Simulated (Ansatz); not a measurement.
# Cu: 7 runs along one coordinate

System: Cu (2 atoms in the cell).
Method: DFT PBE, scalar-relativistic, plane waves, PAW, no spin polarisation (Ansatz 0.2.0).

The 7 runs differ only in the geometry, by an even scaling of the cell at fixed fractional positions. The structure derives from a Materials Project entry.

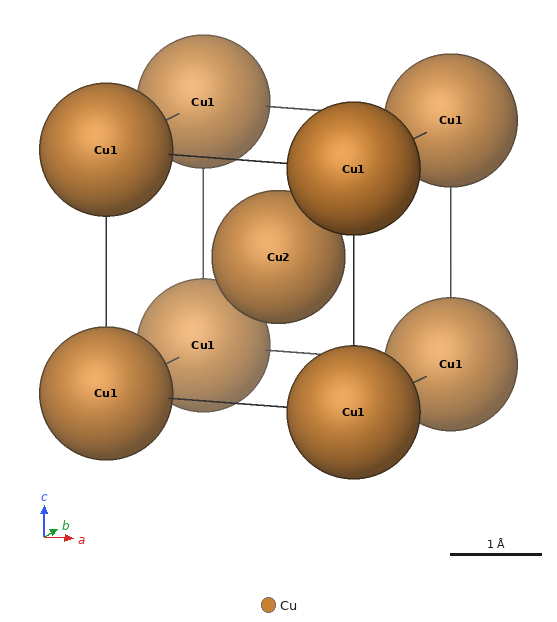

Figure 1. The structure of run 4 (spheres-only view of the cell of the calculation, seen slightly off an axis; atoms are numbered from 1 in the order of the input).

**Input of run 4**
```yaml
crystal:
  lattice:
    - [2.9510618436, 0.0, 0.0]
    - [0.0, 2.9510618436, 0.0]
    - [0.0, 0.0, 2.7591107961]
  atoms:
    - { symbol: Cu, position: [0.0, 0.0, 0.0] }
    - { symbol: Cu, position: [0.5, 0.5, 0.5] }
basis:
  ecutwfc: 420
kpoints:
  mp_grid: { grid: [14, 14, 16] }
hamiltonian:
  xc: pbe
scf:
  occupations: { method: gaussian, width: 0.1 }
output:
  forces: true
  stress: true
  eigenvalues: true
```

Run 3 differs from it as follows:
```diff
-    - [2.9510618436, 0.0, 0.0]
-    - [0.0, 2.9510618436, 0.0]
-    - [0.0, 0.0, 2.7591107961]
+    - [2.9215512251, 0.0, 0.0]
+    - [0.0, 2.9215512251, 0.0]
+    - [0.0, 0.0, 2.7315196881]
```

**Results, with one run withheld**

```tsv
run	volume per atom (Å³)	free energy per atom, from the lowest run given (meV)	pressure (GPa)
1	10.965	47.11	15.84
2	11.308	19.99	9.70
3	11.657	?	?
4	12.014	0.00	−0.05
5	12.378	4.59	−3.87
6	12.750	17.42	−7.10
7	13.128	37.51	−9.81
```

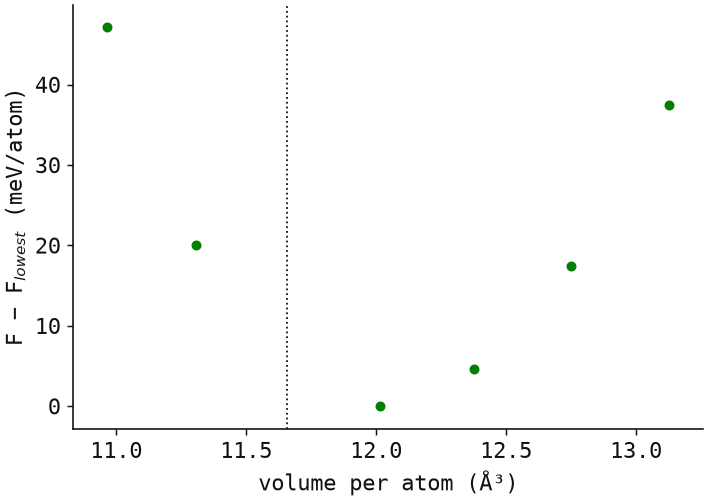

Figure 2. Free energy per atom of the runs given; the dotted line marks run 3.

Fit the runs given and predict run 3.

A cubic polynomial in V^(−2/3) (the Birch–Murnaghan form), fitted to the 6 runs given, misses them by at most 0.01 meV per atom. With x = V^(−2/3) − 0.19026 Å⁻², it reads F = 0.062895 − 267.4 x + 3.1934e+05 x² + 8.726e+05 x³ (meV per atom). At run 3 it gives 4.76 meV per atom, and the run itself gives 4.73. The slope of the fit gives a pressure −dF/dV of 4.45 GPa there, and the run prints 4.44 GPa. The fit has its minimum at 12.010 Å³ per atom, where V d²F/dV² gives 138 GPa. Cell shape and fractional positions are held, so this is the stiffness under even scaling; the relaxed bulk modulus wasn't computed.

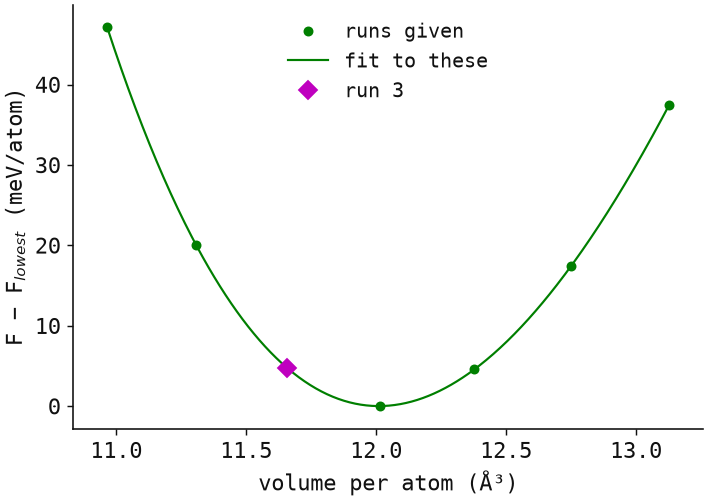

Figure 3. The fit and the withheld run.

**Output, shortened to warnings, some set-up lines, iterations and results (run 3)**
```
Basis set: ecut = 420 eV, 461 PW (Γ), exchange–correlation on 40×40×40 points (8 copies of the dense FFT grid, shifted against one another)
Symmetry: 32 space group operations
k-points: 324 of 3136
Initial density: superposition of atomic densities (neutral atoms: chi_scale 0, normalization atom), corrected by the library's trained network
[...]
SCF iter   1: F=—  HF=-13250.269201 eV  |F-HF|=—  |Δ(HF+E_count)|=         —  Δρ=8.38e-4  dr2=2.71e-5  ethr=1.77e-3  ⟨swp⟩=5.2  Hψ=27646  notcnv=0
SCF iter   2: F=—  HF=-13250.269543 eV  |F-HF|=—  |Δ(HF+E_count)|=   3.42e-4  Δρ=5.28e-4  dr2=1.96e-5  ethr=7.12e-8  ⟨swp⟩=3.0  Hψ=20498  notcnv=0
SCF iter   3: F=—  HF=-13250.269573 eV  |F-HF|=—  |Δ(HF+E_count)|=   2.97e-5  Δρ=2.43e-4  dr2=2.98e-6  ethr=5.17e-8  ⟨swp⟩=2.0  Hψ=10905  notcnv=0
SCF iter   4: F=—  HF=-13250.269580 eV  |F-HF|=—  |Δ(HF+E_count)|=   7.45e-6  Δρ=3.24e-5  dr2=1.02e-7  ethr=7.84e-9  ⟨swp⟩=2.0  Hψ=10973  notcnv=0
SCF iter   5: F=-13250.269580 eV  HF=-13250.269580 eV  |F-HF|=1.51e-9  |Δ(HF+E_count)|=   8.15e-8  Δρ=3.83e-6  dr2=8.44e-10  ethr=2.67e-10  ⟨swp⟩=2.1  Hψ=10684  notcnv=0
SCF iter   6: F=-13250.269580 eV  HF=-13250.269580 eV  |F-HF|=3.64e-12  |Δ(HF+E_count)|=   1.66e-9  Δρ=1.72e-7  dr2=1.64e-12  ethr=2.22e-12  ⟨swp⟩=2.2  Hψ=22852  notcnv=0
SCF 1 converged in 6 iterations: F = -13250.269580 eV  dr2 = 1.64e-12
SCF converged after 6 iterations
Free energy (F): -13250.269580 eV
Harris-Foulkes:  -13250.269580 eV  (|F-HF|=3.64e-12)
Internal energy: -13250.266402 eV  (E = F + TS)
E sigma→0 (E₀):  -13250.267991 eV
Entropy (-TS):   -0.003178 eV (-1.589 meV/atom)
Fermi energy:    17.070966 eV
--- Per-component energies (eV) ---
  E_band       = -709.336245
  E_kinetic    = 600.287036
  E_local      = -8053.347766  (includes V_loc(G=0)·N_el)
  E_nonlocal   = 779.523335
  E_hartree    = 3549.450342
  E_xc         = -179.394885
  E_vxc        = -231.528706  (∫ρ·V_xc dr)
  E_paw        = -3325.499911  (= ΣΔE_a)
  E_vpaw       = -903.171373  (= ΣTr[D̂ρ^β])
  E_aug_tail   = 0.000507  (compensation charges beyond the density's cutoff)
  E_ewald      = -6621.285058
  E_smearing   = -0.003178  (= −TS)
  E_closure    = -0.000000  (closes the sum)
  Σ components = -13250.269580   (vs F -13250.269580, Δ=0.00e0)
--- Forces (eV/Å), atoms counted from 1 ---
  atom   1  Cu     0.00000000    -0.00000000    -0.00000000
  atom   2  Cu     0.00000000    -0.00000000    -0.00000000
  max |Σ_I F_I| component: 9.62e-29 eV/Å
--- Stress (GPa, compression-positive) ---
        4.343620      -0.000000      -0.000000
        0.000000       4.343620      -0.000000
       -0.000000      -0.000000       4.621248
  P = ⅓ Tr σ = 4.4362 GPa (44.362 kbar)
```
